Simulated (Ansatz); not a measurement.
Input

```
crystal:
  lattice:
    - [5.0598, 0.0, 0.0]
    - [0.0, 10.0172, 0.0]
    - [0.0, 0.0, 5.2276]
  atoms:
    - { symbol: Hf, position: [0.7466, 0.8841, 0.9656] }
    - { symbol: Hf, position: [0.2466, 0.6159, 0.0344] }
    - { symbol: Hf, position: [0.2534, 0.3841, 0.5344] }
    - { symbol: Hf, position: [0.7534, 0.1159, 0.4656] }
    - { symbol: Hf, position: [0.2534, 0.1159, 0.0344] }
    - { symbol: Hf, position: [0.7534, 0.3841, 0.9656] }
    - { symbol: Hf, position: [0.7466, 0.6159, 0.4656] }
    - { symbol: Hf, position: [0.2466, 0.8841, 0.5344] }
    - { symbol: O, position: [0.862, 0.796, 0.62] }
    - { symbol: O, position: [0.362, 0.704, 0.38] }
    - { symbol: O, position: [0.138, 0.296, 0.88] }
    - { symbol: O, position: [0.638, 0.204, 0.12] }
    - { symbol: O, position: [0.138, 0.204, 0.38] }
    - { symbol: O, position: [0.638, 0.296, 0.62] }
    - { symbol: O, position: [0.862, 0.704, 0.12] }
    - { symbol: O, position: [0.362, 0.796, 0.88] }
    - { symbol: O, position: [0.51, 0.977, 0.25] }
    - { symbol: O, position: [0.01, 0.523, 0.75] }
    - { symbol: O, position: [0.49, 0.477, 0.25] }
    - { symbol: O, position: [0.99, 0.023, 0.75] }
    - { symbol: O, position: [0.49, 0.023, 0.75] }
    - { symbol: O, position: [0.99, 0.477, 0.25] }
    - { symbol: O, position: [0.51, 0.523, 0.75] }
    - { symbol: O, position: [0.01, 0.977, 0.25] }
scf:
  occupations: { method: fixed }
output:
  forces: true
  stress: true
  eigenvalues: true
  write_density: true
  write_potential: true
  elf: true
  volumetric_format: npy
hamiltonian:
  xc: pbe
basis:
  ecutwfc: 600
kpoints:
  mp_grid: { grid: [2, 4, 4] }
relax:
  f_tol: 0.003
  max_steps: 80
  cell: { stress_tol: 0.05 }
```

Launched as:

```sh
ansatz run input.yaml --threads 6 --pin off --max-ram 16384MiB --backend cpu --events-out ev --progress --plain --runs-dir out
```

Below, planes, directions and counts refer to the conventional cell (a = 5.11 Å, b = 10.09 Å, c = 5.27 Å, α = 90.00°, β = 90.00°, γ = 90.00°).

The fields are those of the relaxed geometry.

Space group Pbca.

All numbers below come from DFT PBE, scalar-relativistic, plane waves, PAW (Ansatz 0.2.0).

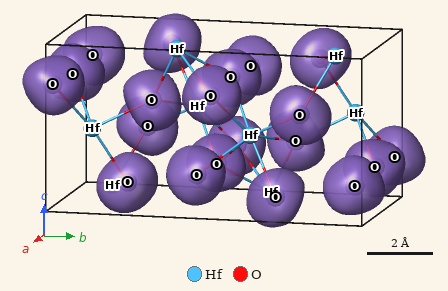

HfO2. Isosurface of the ELF at 0.6 (purple), seen slightly off an axis. Only the valence region is drawn (cores and ρ < 0.01 e/Å³ removed). Sticks mark near contacts.

Where are the electrons localised?

Answer. At this value the surface marks out 16 regions wrapped around O (the valence shell of each), counted in one cell of 24 atoms. Any copies at cell faces, edges or corners count once.

Values along the shortest contacts:
Hf–O (2.06 Å): the ELF peaks at about 0.85 in the valence shell of O, 0.6 Å from its nucleus, and drops to about 0.20 between the two atoms: no shared electron pair shows on this line. Hf–O (2.13 Å): the ELF peaks at about 0.85 in the valence shell of O, 0.6 Å from its nucleus, and drops to about 0.20 between the two atoms; no localised pair shows between them.
